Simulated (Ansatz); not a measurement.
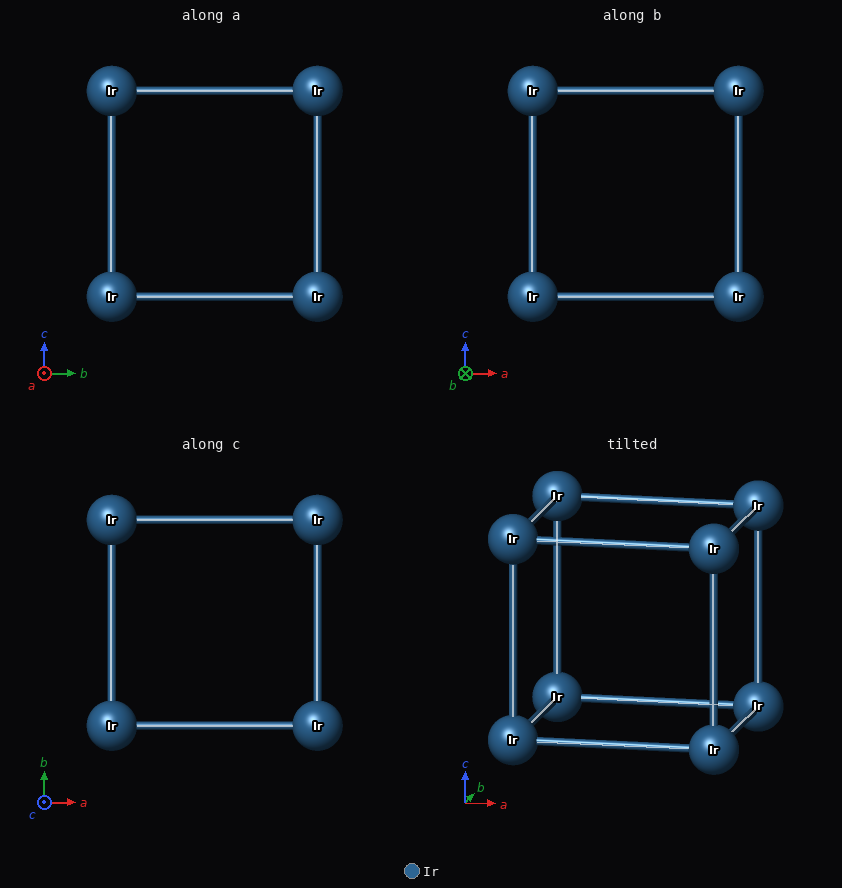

Ball-and-stick drawing of the structure, looking along the a axis, along the b axis, along the c axis and slightly off an axis. The conventional unit cell is drawn as a box.

Lattice parameters: a = 2.672 Å, b = 2.672 Å, c = 2.672 Å, α = 90.00°, β = 90.00°, γ = 90.00°.

Convert the drawing into a table of Wyckoff sites.

Answer. Space group Pm-3m (No. 221).
```csv
atom,site,x,y,z
Ir,1a,0.0000,0.0000,0.0000
```

The initial geometry was a structure type filled with this element by a generator (whether the element takes this form wasn't checked). Earlier steps of the study may have refined or changed the cell and positions. Ansatz was used for an electronic-structure calculation on it.

At this level of theory the cell isn't at rest (stretched, at -21 GPa), so its distances can differ from those at equilibrium, the more so the softer the solid.
